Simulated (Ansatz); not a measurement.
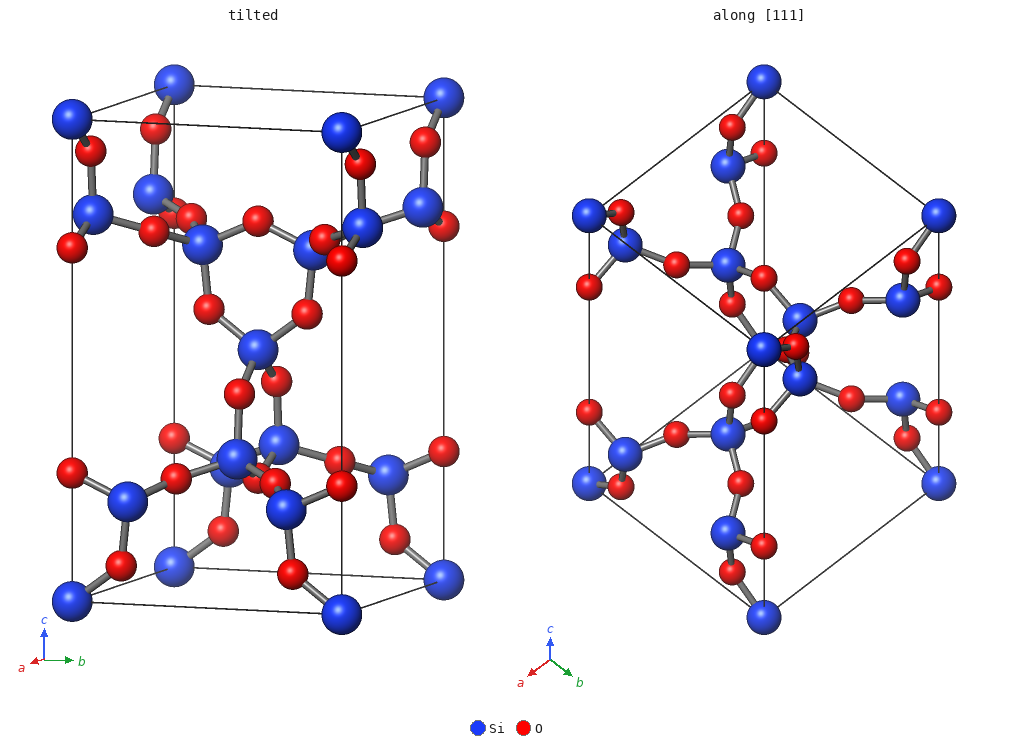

This ball-and-stick model is shown slightly off an axis and along [111]. The conventional unit cell is outlined; an atom on or near a face, edge or corner is repeated at each equivalent position. Cell: a = 7.190 Å, b = 7.190 Å, c = 12.125 Å, α = 90.00°, β = 90.00°, γ = 90.00°.

The stoichiometry is SiO$_{2}$. It is body-centred tetragonal, space group I-4m2 (No. 119). Atoms per cell: 30 (10 Si, 20 O). The coordination shell of Si holds four O in a tetrahedral arrangement at about 1.6 Å. The coordination shell of O holds two Si in a bent arrangement at about 1.6 Å. The bonds build a three-dimensional framework.

The cell started as a structure listed in the Materials Project. The final geometry of a relaxation with DFT, r2SCAN, plane waves, PAW (Ansatz 0.2.0) is shown.
